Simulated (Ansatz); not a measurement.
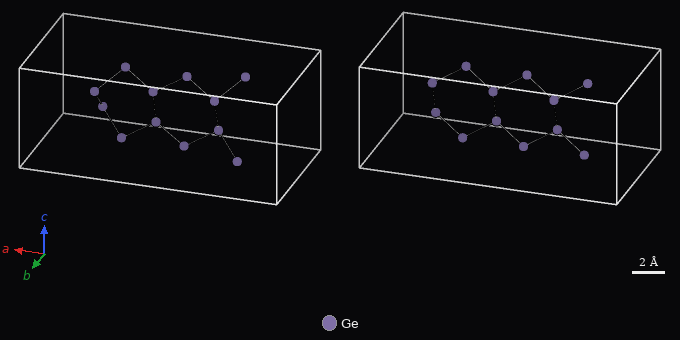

Two geometries of a wire of composition Ge, drawn at one scale. One is the start of a relaxation, the other its converged end. A ball-and-stick model of the cell of the calculation, with the vacuum cut short, seen from a free direction.

These are results of DFT PBE, scalar-relativistic, plane waves, PAW in Ansatz, not measurements. Set-up: plane-wave cutoff 420 eV; k-point mesh 1 × 1 × 8; occupations gaussian; smearing width 0.05 eV; no spin polarisation; cell relaxed at fixed a, b, alpha, beta, gamma; force threshold 0.02 eV/Å; at most 45 steps.

> Which of the two is the end point?

The left one is the relaxed one. Case: armchair ribbon, 6 formula units a period. The energy falls by 0.579 eV per cell of the calculation in 7 accepted moves (9 points after the start). Largest force component: 0.35 eV/Å at the start, 0.0032 eV/Å at the end. The line search rejected the trial step at point 4 of the run. At 1 point the geometry stayed and the basis and grid were re-selected for the new cell (energy shift of 0.4 meV per cell of the calculation at most each time). The largest moves relative to the centre of the atoms, 0.62 Å, are those of Ge atoms. Along the periodic axis the drawn cell goes c 7.004 → 6.929 Å (−1.1 %). Some distances before and after: Ge–Ge 2.431 → 2.495 Å, Ge–Ge 2.431 → 2.383 Å, Ge–Ge 2.431 → 2.411 Å, Ge–Ge 2.431 → 2.438 Å. Bond angles that change, for instance: Ge–Ge–Ge 112.5° → 95.2°, Ge–Ge–Ge 112.5° → 100.0°, Ge–Ge–Ge 112.5° → 116.7°. Cost: 3.5 min on 4 threads of Intel(R) Xeon(R) Platinum 8259CL CPU @ 2.50GHz (Skylake/Cascade Lake), on a shared host, peak memory 3.2 GiB.
